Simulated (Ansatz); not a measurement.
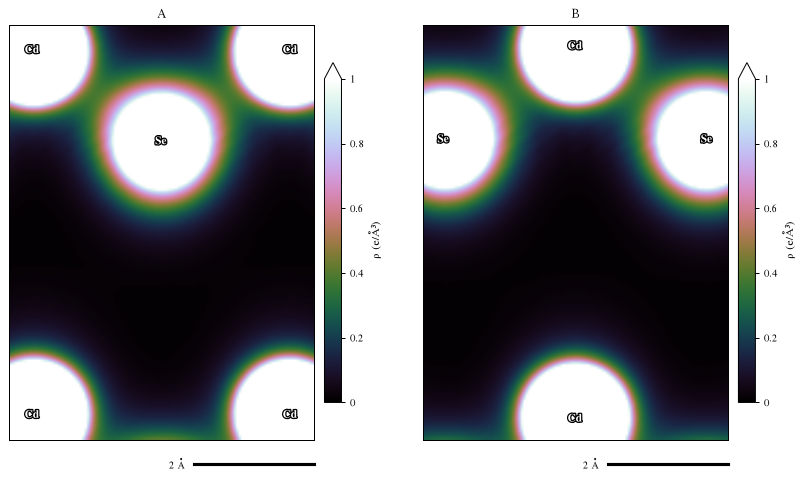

CdSe. The valence electron density of two cells that differ in size, on the (101̄) plane of each (indices in the axes of the calculation cell), at one length scale and on one colour scale: B has 29.7 Å³ an atom and A 28.0.

Level of theory: DFT PBE, scalar-relativistic, plane waves, PAW in Ansatz 0.2.0.

Core electrons are frozen (PAW), and the valence fields are smoothed inside the atomic spheres.

The larger cell:

```cif
data_structure
_symmetry_space_group_name_H-M 'P 1'
_symmetry_Int_Tables_number 1
_cell_length_a 4.3818
_cell_length_b 4.3818
_cell_length_c 4.3818
_cell_angle_alpha 60.000
_cell_angle_beta 60.000
_cell_angle_gamma 60.000
_cell_volume 59.49
loop_
_atom_site_label
_atom_site_type_symbol
_atom_site_fract_x
_atom_site_fract_y
_atom_site_fract_z
_atom_site_occupancy
Cd1 Cd 0.00000 0.00000 0.00000 1
Se1 Se 0.75000 0.75000 0.75000 1
```

The smaller cell: a = 4.292 Å, b = 4.292 Å, c = 4.292 Å, α = 60.00°, β = 60.00°, γ = 60.00°.

What changes from the larger cell to the smaller?

Answer. From the larger cell to the smaller, Cd–Se goes from 2.68 to 2.63 Å, and the density at its midpoint from 0.36 to 0.39 e/Å³; the pressure goes from 0.0 to 3.2 GPa; the Kohn–Sham gap goes from 0.49 eV to 0.62 eV.
